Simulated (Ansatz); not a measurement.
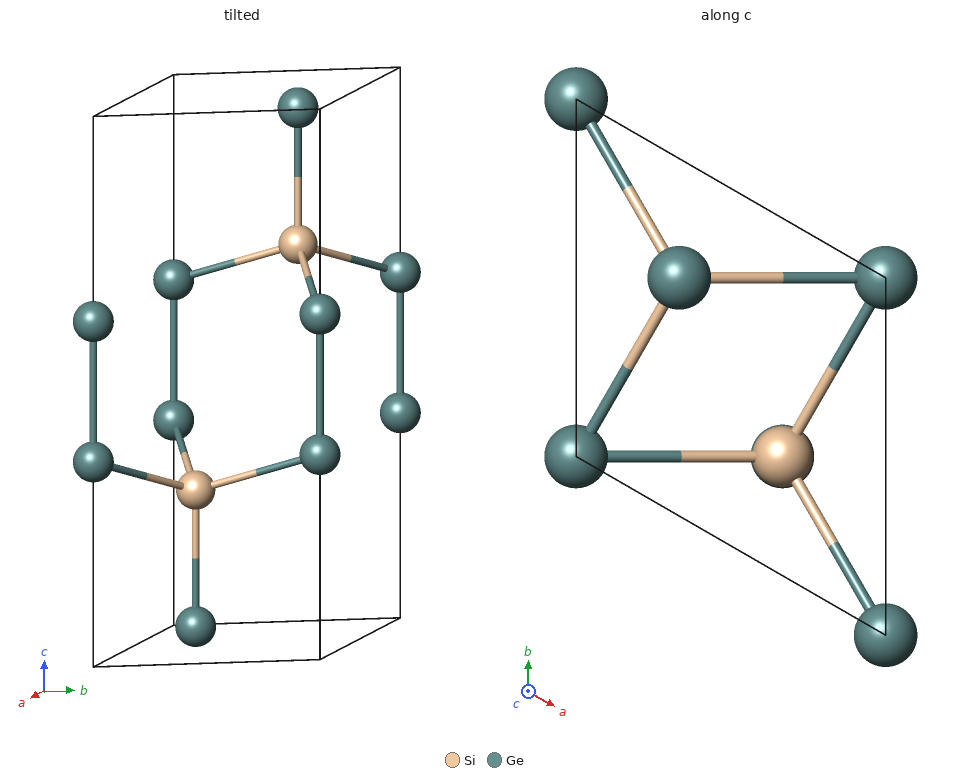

We look at a ball-and-stick model of the crystal slightly off an axis and along the c axis. Thin lines show the conventional unit cell, with boundary atoms drawn in all their periodic places.

SiGe2, space group P-3m1 (No. 164), a = 3.95 Å, b = 3.95 Å, c = 9.66 Å, α = 90.00°, β = 90.00°, γ = 120.00°.

The numbers come from difference of finished runs, DFT, PBE0, plane waves, PAW (Ansatz 0.2.0), using a cutoff energy of 420 eV.

How large a gap does the method give, if there is one?

Answer. A semiconductor at this level, with a gap of 1.66 eV.

The structure was taken from a structure type filled with these elements by a generator (whether the compound takes this form wasn't checked). Earlier steps of the study may have refined or changed the cell and positions. It was run through Ansatz as a DFT input.
